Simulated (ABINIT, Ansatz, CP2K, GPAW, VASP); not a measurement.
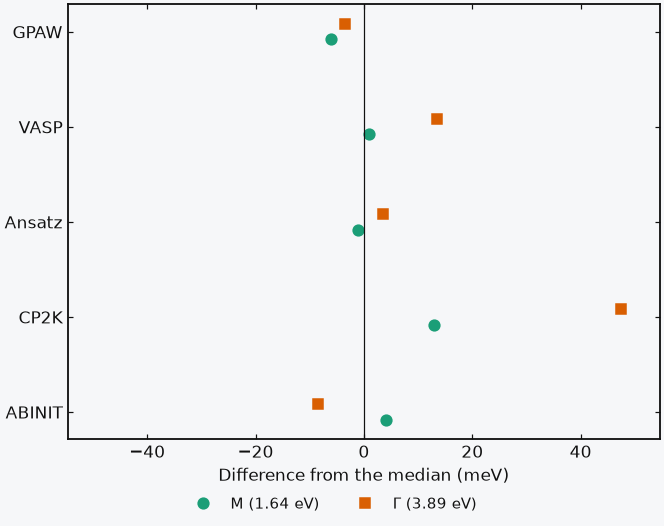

Direct gap at each named k point, for Cd₂S, space group P1 (No. 1), 3 atoms in the cell, atoms moved at random, drawn with an rms of 0.05 Å; a = 3.96 Å, b = 3.96 Å, c = 5.81 Å, α = 90.00°, β = 90.00°, γ = 120.00°. Five programs ran PBE (no spin polarisation, no spin-orbit coupling) on the same cell and 8×8×5 k mesh. The plot shows each result less the median of the plane-wave runs, which the legend gives. In reduced coordinates of the cell that was run, M is (0.5, 0, 0). The smallest gap over all k points computed is less than these values: 0.14 eV in Ansatz, from the valence top at a point off the named ones to the conduction bottom at a point off the named ones.

Question: What spread should one expect between these programs?

Answer: The plane-wave programs (Ansatz, GPAW, VASP and ABINIT) agree within 22 meV at these points; their potentials differ as well, also in the shells treated as valence. CP2K departs by up to +48 meV (at Γ).

| program | kind | valence electrons | M (eV) | Γ (eV) |
| --- | --- | --- | --- | --- |
| ABINIT | plane waves | 30 | 1.642 | 3.883 |
| CP2K | local basis | 30 | 1.651 | 3.939 |
| Ansatz | plane waves | 46 | 1.637 | 3.895 |
| VASP | plane waves | 30 | 1.639 | 3.905 |
| GPAW | plane waves | 30 | 1.632 | 3.888 |

Settings. JTH PAW PBE v2.0, 599 eV cutoff, Fermi-Dirac smearing of 0.05 eV (ABINIT 10.8.3 (patched build)). POTENTIAL_UZH Cd GTH-PBE-q12, S GTH-PBE-q6; TZVP-MOLOPT-PBE-GTH basis, Fermi-Dirac smearing of 0.05 eV (CP2K). Ansatz PAW, 420 eV cutoff, Fermi-Dirac smearing of 0.05 eV (Ansatz 0.2.0). VASP PAW PBE potentials, release 64 (Cd, S), 520 eV cutoff, Fermi-Dirac smearing of 0.05 eV (VASP 6.6.1). GPAW PAW data sets (gpaw-data 1.2.1), 600 eV cutoff, Fermi-Dirac smearing of 0.05 eV (GPAW 26.7.0).

LDA, GGA and most meta-GGA functionals understate gaps. The cell comes from a database of computed structures, and whether it is the stable form of this composition wasn't checked. CP2K: the basis of atomic orbitals isn't converged, which shifts gaps and empty levels.
